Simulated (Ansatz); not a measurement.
Band-structure calculation, with input and output: SnO

SnO (P4/nmm, 4 atoms in the cell), computed with DFT r2SCAN, scalar-relativistic, plane waves, PAW, no spin polarisation (Ansatz 0.2.0).

The structure derives from an entry of the Crystallography Open Database. Figures and captions count atoms from 1; the log counts them from 0 in places.

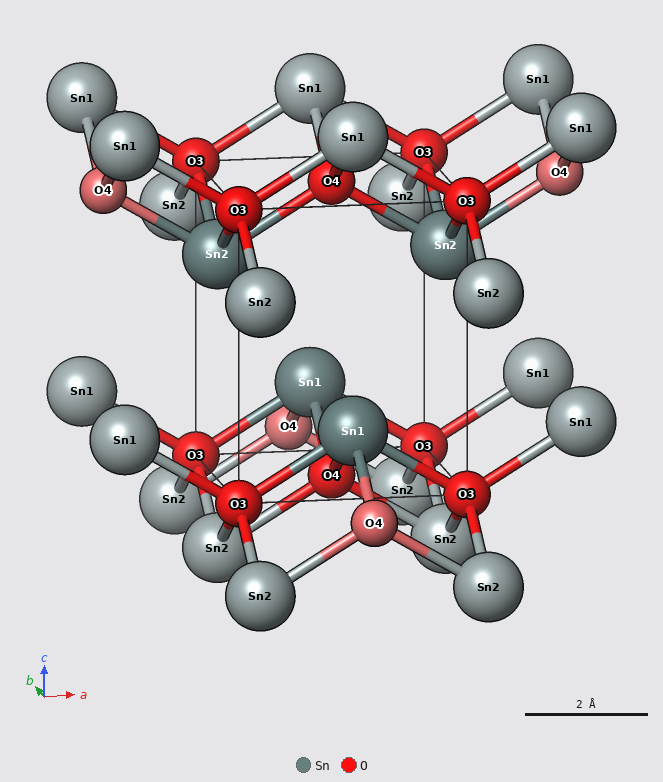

Fig. 1: The structure (ball-and-stick view of the cell of the calculation, seen slightly off an axis; neighbours outside the cell are drawn fainter; atoms are numbered from 1 in the order of the input). Near neighbours in the crystal (not all of them lie inside the picture): Sn has 4 O at 2.22 Å; O has 4 Sn at 2.22 Å.

Input file:
```yaml
crystal:
  lattice:
    - [3.8087040962, 0.0, 0.0]
    - [0.0, 3.8087040962, 0.0]
    - [0.0, 0.0, 4.9308715784]
  atoms:
    - { symbol: Sn, position: [0.5, 0.0, 0.2325790632] }
    - { symbol: Sn, position: [0.0, 0.5, 0.7674209368] }
    - { symbol: O, position: [0.0, 0.0, 0.0] }
    - { symbol: O, position: [0.5, 0.5, 0.0] }
basis:
  ecutwfc: 500
kpoints:
  mp_grid: { grid: [10, 10, 8] }
  band_path:
    path:
      - [[0.0, 0.0, 0.0], [0.0, 0.5, 0.0], [0.5, 0.5, 0.0], [0.0, 0.0, 0.0], [0.0, 0.0, 0.5], [0.0, 0.5, 0.5], [0.5, 0.5, 0.5], [0.0, 0.0, 0.5]]
      - [[0.0, 0.5, 0.0], [0.0, 0.5, 0.5]]
      - [[0.5, 0.5, 0.0], [0.5, 0.5, 0.5]]
    npoints: 14
hamiltonian:
  xc: r2scan
scf:
  occupations: { method: gaussian, width: 0.01 }
  n_extra_bands: 10
output:
  forces: true
  stress: true
  eigenvalues: true
  populations: true
  dos: { projected: true, de: 0.02, nscf_kmesh: { grid: [15, 15, 12] } }
  bader: true
  write_density: true
  write_potential: true
  elf: true
  volumetric_format: npy
```

Run on 1 thread of Intel Xeon @ 2.50GHz (Skylake/Cascade Lake), 64 GiB of memory available, shared host.

Command:
```bash
ansatz run input.yaml --threads 1 --pin off --max-ram 2560MiB --backend cpu --events-out ev --progress --plain --runs-dir out
```

Output:
```
scf.n_extra_bands = 10 over 20 filled bands (N_el = 40.0): the run solves 30 bands
Engine: ansatz 0.2.0, x86_64-unknown-linux-gnu
Pseudopotentials: kind: paw
Pseudopotential: Sn, paw, valence charge 14, recommended cutoff 500 eV (meta_gga), Sn.paw.azcp
Pseudopotential: O, paw, valence charge 6, recommended cutoff 500 eV (meta_gga), O.paw.azcp
Functional definition: r2SCAN
  parameter k0 = 0.174
  parameter k1 = 0.065
  parameter a1 = 4.9479
  exchange = r2scan_x(k0 = k0, k1 = k1, a1 = a1)
  correlation = r2scan_c
Crystal: 4 atoms, lattice volume = 71.528 Å³
Basis set: ecut = 500 eV, 1817 PW (Γ), exchange–correlation on 120×120×144 points (64 copies of the dense FFT grid, shifted against one another)
Bands: 30, of which v1, the nominal top of the filled ones, is band 20 counted from 1 (19 counted from 0)
Symmetry: 16 space group operations
Space group: P4/nmm (ITA 129), of the structure as read, at distance tolerance 4.2e-5 Å
k-points: 105 of 800
Non-local potential: Sn, projectors of the file, l = 0: 2, l = 1: 2, l = 2: 2, l = 3: 2
Non-local potential: O, projectors of the file, l = 0: 2, l = 1: 2, l = 2: 1
PAW form: soft (Blöchl's): semilocal exchange-correlation on the pseudo side does not see the compensation charge
PAW frozen core: Sn, regenerated for the run's functional (the file was generated under x = pbe(κ = 0.804, μ = 0.2195149727645171), c = pbe(β = 0.06672455060314922))
PAW frozen core: O, regenerated for the run's functional (the file was generated under x = pbe(κ = 0.804, μ = 0.2195149727645171), c = pbe(β = 0.06672455060314922))
PAW one-centre angular grid: Sn, 590 points (default); XC on 249 of its mesh's 2787 points in the sphere
PAW one-centre angular grid: O, 302 points (default); XC on 160 Gauss nodes
Initial density: superposition of atomic densities (neutral atoms: chi_scale 0, normalization atom), corrected by the library's trained network
Initial wavefunctions: pseudopotential atomic-orbital guess
Functional: x = r2scan, c = r2scan; τ floored in thin density (d = 2e-4 eV/Å³)
SCF iter   1: F=—  HF=-13214.613180 eV  |F-HF|=—  |Δ(HF+E_count)|=         —  Δρ=8.20e-3  dr2=4.27e-2  dr2_τ=1.15e-1  ethr=1.77e-3  ⟨swp⟩=6.5  Hψ=15495  notcnv=0  defer=28
preconditioner: auto → Resta (q_TF=auto, 2.476 Å⁻¹)  ε∞=2.5  [insulator: Δε(μ)=0.344 eV  Ē_g=22.515 eV  σ=0.010 eV  W_gap=1.00  n_scr=18 (ndim 8)  ℏωp=27.8 eV  f_vac=0.023  D(μ)=0.00/eV (n_scr^D=0)  ε∞_Penn≈2.5]
SCF iter   2: F=—  HF=-13214.691512 eV  |F-HF|=—  |Δ(HF+E_count)|=   7.83e-2  Δρ=4.87e-3  dr2=9.10e-3  dr2_τ=9.61e-4  ethr=1.07e-4  ⟨swp⟩=2.4  Hψ=5881  notcnv=0  defer=298
SCF iter   3: F=—  HF=-13214.692167 eV  |F-HF|=—  |Δ(HF+E_count)|=   6.55e-4  Δρ=1.32e-3  dr2=1.08e-3  dr2_τ=1.24e-4  ethr=2.27e-5  ⟨swp⟩=2.9  Hψ=5484  notcnv=0  defer=298
SCF iter   4: F=—  HF=-13214.692259 eV  |F-HF|=—  |Δ(HF+E_count)|=   9.22e-5  Δρ=3.71e-4  dr2=9.42e-5  dr2_τ=7.47e-6  ethr=2.70e-6  ⟨swp⟩=2.0  Hψ=4534  notcnv=0  defer=298
SCF iter   5: F=—  HF=-13214.692259 eV  |F-HF|=—  |Δ(HF+E_count)|=   6.59e-7  Δρ=1.11e-4  dr2=8.93e-6  dr2_τ=6.23e-7  ethr=2.36e-7  ⟨swp⟩=2.0  Hψ=3643  notcnv=0  defer=298
SCF iter   6: F=—  HF=-13214.692261 eV  |F-HF|=—  |Δ(HF+E_count)|=   2.04e-6  Δρ=2.79e-5  dr2=5.62e-7  dr2_τ=2.43e-8  ethr=2.23e-8  ⟨swp⟩=2.0  Hψ=3716  notcnv=0  defer=298
SCF iter   7: F=-13214.692261 eV  HF=-13214.692261 eV  |F-HF|=1.64e-8  |Δ(HF+E_count)|=   2.17e-7  Δρ=6.50e-6  dr2=3.06e-8  dr2_τ=1.03e-9  ethr=2.50e-10  ⟨swp⟩=13.9  Hψ=23085  notcnv=0
SCF 1 converged in 7 iterations: F = -13214.692261 eV  dr2 = 3.06e-8
  greatest PAW one-centre occupation: 0.994 electrons in one spin orbital (limit 2), on the Sn atom at site 1 (counted from 0), in its partial waves of l = 2
```

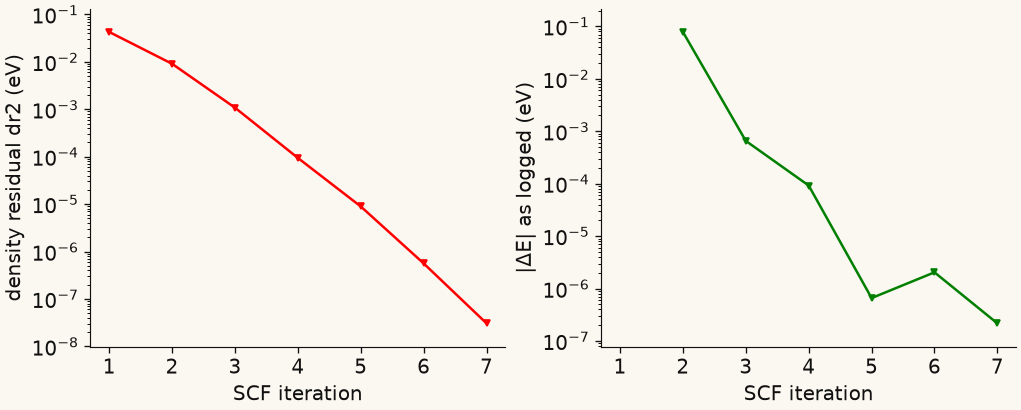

Fig. 2: Convergence of the self-consistent field: density residual dr2 and size of the energy change against the SCF iteration. The residual falls at every step.

```
NSCF: frozen V_eff on 129 k-points
NSCF: frozen V_eff on 252 k-points
SCF converged after 7 iterations
Free energy (F): -13214.692261 eV
Harris-Foulkes:  -13214.692261 eV  (|F-HF|=1.64e-8)
Internal energy: -13214.692261 eV  (E = F + TS)
E sigma→0 (E₀):  -13214.692261 eV
Fermi energy:    9.840152 eV
--- Per-component energies (eV) ---
  E_band       = -224.179809
  E_kinetic    = 725.998635
  E_local      = -2763.088666  (includes V_loc(G=0)·N_el)
  E_nonlocal   = 29.979974
  E_hartree    = 1489.213303
  E_xc         = -896.587313
  E_vxc        = -420.008546  (∫ρ·V_xc dr)
  E_paw        = -8638.951636  (= ΣΔE_a)
  E_vpaw       = -801.868706  (= ΣTr[D̂ρ^β])
  E_aug_tail   = 0.001979  (compensation charges beyond the density's cutoff)
  E_vtau       = 26.381133  (kinetic-family band-sum trace: ∫τ·v_τ [+ j·A + Jᵃ·Aᵃ] dr)
  E_ewald      = -3162.665295
  E_core_change = 1.406758  (= ΣΔE_core)
  E_smearing   = -0.000000  (= −TS)
  E_closure    = 0.000000  (closes the sum)
  Σ components = -13214.692261   (vs F -13214.692261, Δ=0.00e0)
--- Forces (eV/Å), atoms counted from 1 ---
  atom   1  Sn     0.00000000     0.00000000    -0.00291665
  atom   2  Sn     0.00000000     0.00000000     0.00291665
  atom   3  O      0.00000000     0.00000000     0.00000000
  atom   4  O      0.00000000     0.00000000     0.00000000
  max |Σ_I F_I| component: 0.00e0 eV/Å
--- Stress (GPa, compression-positive) ---
       -0.038544       0.000000       0.000000
        0.000000      -0.038544       0.000000
        0.000000       0.000000       0.020493
  P = ⅓ Tr σ = -0.0189 GPa (-0.189 kbar)
--- Band table (eV; the first three rows and the last of 105) ---
  k-point 0: bands = ["-13.3097", "-12.7635", "-12.7479", "-12.7479", "-12.7187", "-12.6879", "-12.6676", "-12.6667", "-12.6238", "-12.6238", "-11.8550", "-9.1712", "1.6608", "2.8196", "2.9911", "2.9911", "5.8083", "6.1104", "6.1104", "9.6608", "12.0379", "14.0855", "14.6730", "14.6730", "15.6417", "15.6417", "16.7962", "17.4750", "20.8199", "22.7180"]
  k-point 1: bands = ["-13.3078", "-12.7654", "-12.7445", "-12.7445", "-12.7171", "-12.6883", "-12.6682", "-12.6677", "-12.6275", "-12.6275", "-11.8503", "-9.1713", "1.2532", "3.0045", "3.0045", "3.3912", "5.8004", "6.1086", "6.1086", "9.4883", "11.8529", "14.1616", "14.1616", "14.1870", "16.2515", "16.2515", "16.7210", "17.5956", "21.4031", "22.7547"]
  k-point 2: bands = ["-13.3033", "-12.7702", "-12.7354", "-12.7354", "-12.7130", "-12.6890", "-12.6723", "-12.6682", "-12.6375", "-12.6375", "-11.8390", "-9.1713", "0.7151", "3.0374", "3.0374", "4.4138", "5.7815", "6.1038", "6.1038", "8.9115", "11.6482", "13.5245", "13.5245", "14.0828", "16.9444", "17.1430", "17.1430", "17.9176", "22.6534", "22.8519"]
  k-point 104: bands = ["-13.2127", "-13.2127", "-12.7296", "-12.7296", "-12.6977", "-12.6977", "-12.6521", "-12.6521", "-12.6157", "-12.6157", "-10.0571", "-10.0571", "0.3414", "0.3414", "3.7573", "3.7573", "6.7839", "6.7839", "6.8691", "6.8691", "12.2237", "12.2237", "13.8843", "13.8843", "15.5999", "15.5999", "19.9445", "19.9445", "23.7294", "23.7294"]
--- Löwdin populations: 4 sites ---
  site symbol       q [e]
     0     Sn     13.1201
     1     Sn     13.1201
     2      O      6.8071
     3      O      6.8071
  spilling = 0.003640 (of n_electrons = 40.000000)
--- Bader charges: 4 sites ---
  site symbol  charge [e]  shift [e]
     0     Sn      1.3353     0.0033
     1     Sn      1.3353     0.0033
     2      O     -1.3353     0.0033
     3      O     -1.3353     0.0033
  estimated error of the sums over rays = 5.1e-4 e
```

File bader_charges.tsv:
```
# site	symbol	x_ang	y_ang	z_ang	partial_charge_e	electrons	volume_ang3	relative_density_drop	shared_charge_e	partial_wave_shift_e
# quadrature_error_electrons = 5.1e-4
0	Sn	1.9044	0.0000	1.1468	1.33528	48.66472	22.49	-	1.33528	0.00333
1	Sn	0.0000	1.9044	3.7841	1.33531	48.66469	22.49	-	1.33531	0.00333
2	O	0.0000	0.0000	0.0000	-1.33529	9.33529	13.27	-	-1.33529	0.00333
3	O	1.9044	1.9044	0.0000	-1.33529	9.33529	13.27	-	-1.33529	0.00333
```

File populations.tsv:
```
# site	symbol	l	j	q
# orbitals = lowdin
# n_electrons = 40.000000
# spilling = 0.003640
0	Sn	0_5S	-	1.584090
0	Sn	1_5P	-	1.542022
0	Sn	2_4D	-	9.993962
1	Sn	0_5S	-	1.584090
1	Sn	1_5P	-	1.542022
1	Sn	2_4D	-	9.993962
2	O	0_2S	-	1.774454
2	O	1_2P	-	5.032668
3	O	0_2S	-	1.774454
3	O	1_2P	-	5.032668
```

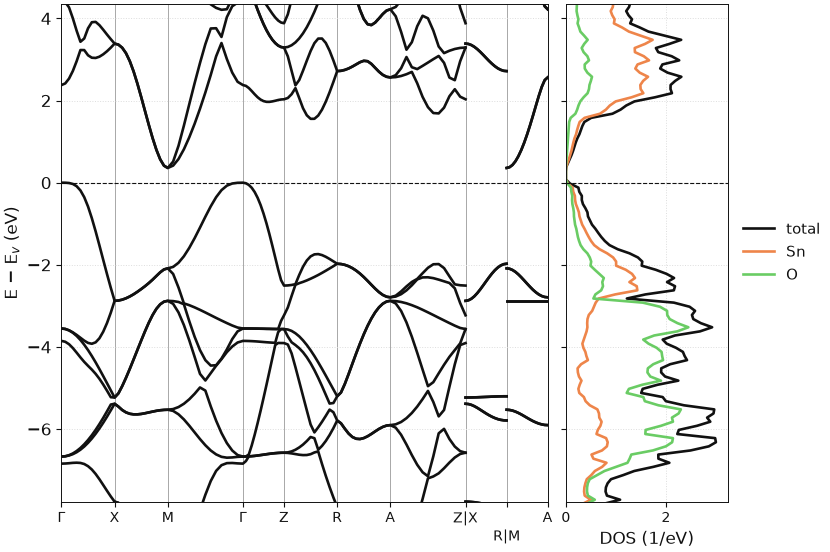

Fig. 3: Band structure along Γ–X–M–Γ–Z–R–A–Z|X–R|M–A and density of states (projected on Löwdin-orthogonalised atomic shells), with energies from the valence-band top. There is a gap of 0.36 eV on this path, indirect, from Γ to M.

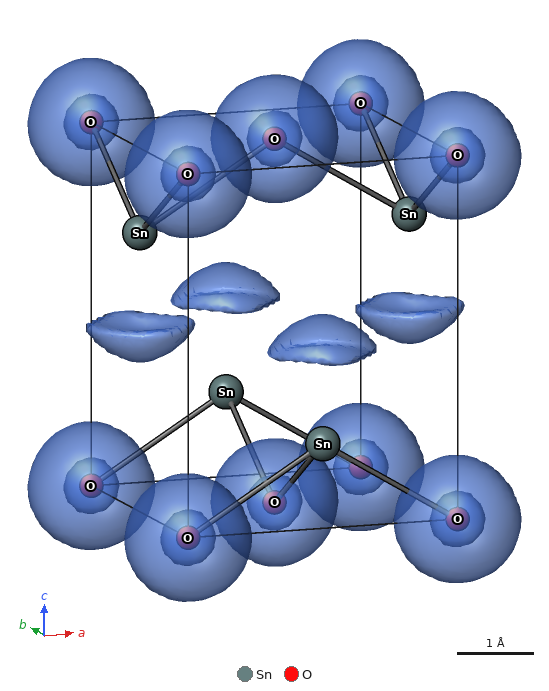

Fig. 4: Isosurface of the electron localisation function at 0.7 (blue), seen slightly off an axis. Only the valence region is drawn (cores and ρ < 0.01 e/Å³ removed). Sticks mark near contacts. The outline is the cell set on symmetry axes. Along the contacts the grid gives the following. Sn–O (2.22 Å): the ELF is about 0.20 at the midpoint. Core electrons are frozen (PAW), so the fields are smoothed inside the atomic spheres.

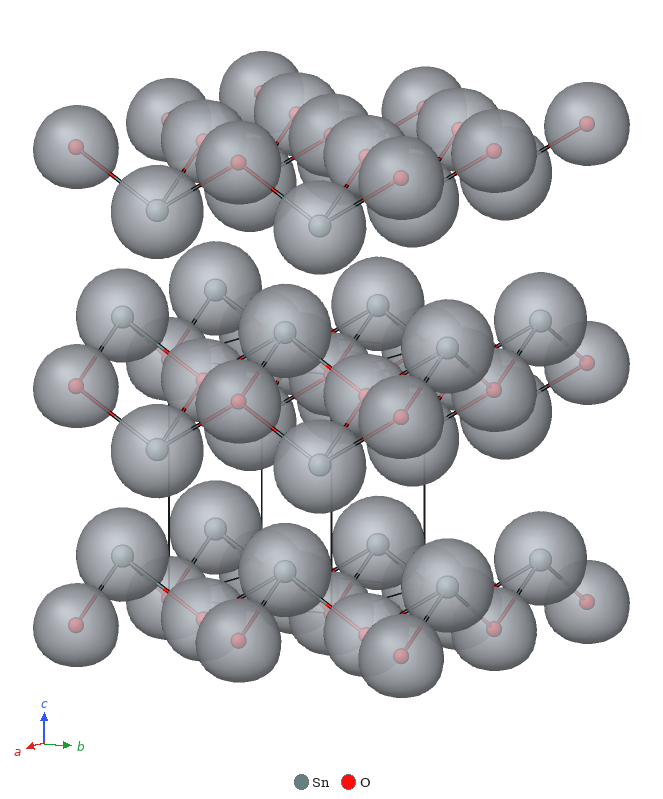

Fig. 5: Isosurface of the valence electron density at 0.6 e/Å³ (grey), seen at an oblique angle. Sticks mark near contacts. The outline is the cell set on symmetry axes. At this value the density breaks into separate islands; it holds about 75 % of the electrons treated as valence (semicore included). It is pinched off along the Sn–O (2.22 Å) contacts. On the grid the lowest density along these lines, outside the cores, is 0.47 e/Å³ (Sn–O, 2.22 Å).

Key numbers:

```tsv
quantity	value
outcome	converged
space group (tolerance 0.01 Å)	P4/nmm (129)
electrons treated	40
free energy	−13214.6923 eV
Fermi energy	9.840 eV
gap on the k-point mesh	0.36 eV
gap on the band path	0.36 eV
pressure	−0.02 GPa
largest force (length of the vector)	0.003 eV/Å
wall time	2.1 min
peak memory	0.78 GiB
```
